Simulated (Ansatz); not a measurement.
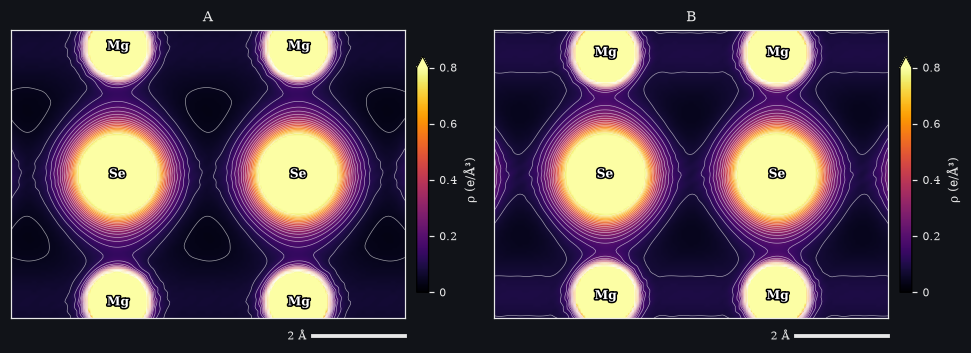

MgSe. The valence electron density of two cells that differ in size, on the (011̄) plane of each (indices in the axes of the calculation cell), at one length scale and on one colour scale; one has 18.8 and the other 21.8 Å³ an atom.

Space group Fm-3m.

Computed with Ansatz, DFT PBE, scalar-relativistic, plane waves, PAW.

Core electrons are frozen (PAW), and the valence fields are smoothed inside the atomic spheres.

The larger cell:

```
Mg Se
1.0
     0.00000    2.79364    2.79364
     2.79364    0.00000    2.79364
     2.79364    2.79364    0.00000
Mg Se
1 1
Direct
  0.00000 0.00000 0.00000
  0.50000 0.50000 0.50000
```

The smaller cell: a = 3.758 Å, b = 3.758 Å, c = 3.758 Å, α = 60.00°, β = 60.00°, γ = 60.00°.

### Which is the denser cell? Describe the effect of the change.

Panel B is the smaller cell, by 14 % in volume. From the larger cell to the smaller, Mg–Se goes from 2.79 to 2.66 Å, and the density at its midpoint from 0.23 to 0.28 e/Å³; the pressure goes from −2.4 to 8 GPa; the Kohn–Sham gap goes from 1.7 eV to 1.9 eV.
